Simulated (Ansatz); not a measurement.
System: Ca, space group Fm-3m (No. 225) (one of a set of cubic test structures, which need not be the stable phase).

Method: equation of state of a cubic crystal from periodic Kohn-Sham density functional theory without spin, third-order Birch-Murnaghan fit to the free energies; pressure corrected for the finite basis (Ansatz 0.2.0 development build). Level: HSE06.

structure type fcc; atoms in cell 1; space group number 225; lattice centring face-centred primitive; k mesh 6×6×6; occupation method Fermi–Dirac; occupation width 0.1 eV; wave cutoff 420 eV; datasets soft-1 PAW; density tolerance 0 eV; bands 9; density cutoff ratio 4; search for lower states default; exchange singularity regularized.

Predict the energy above the lowest point against volume. The volume takes the values 38.69, 39.95, 41.21, 42.47, 43.73 Å³/atom.

A third-order Birch–Murnaghan fit gives V0 = 43.62 Å³/atom, B0 = 16.5 GPa and B′ = 3.5. The energy above the lowest point falls from 34.4 meV/atom at volume 38.69 Å³/atom to 0.0 meV/atom at 43.73 Å³/atom.

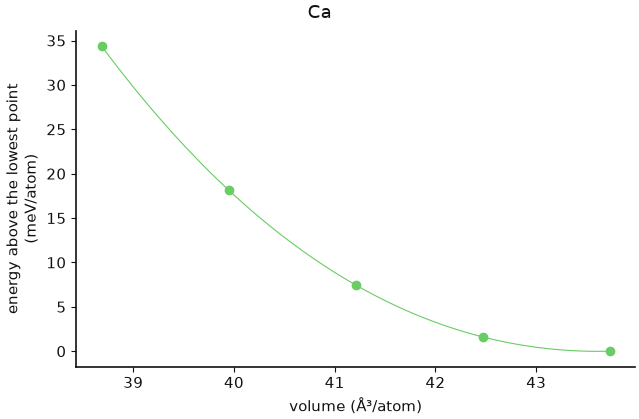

Note: modest k-mesh, values are not fully converged in k.
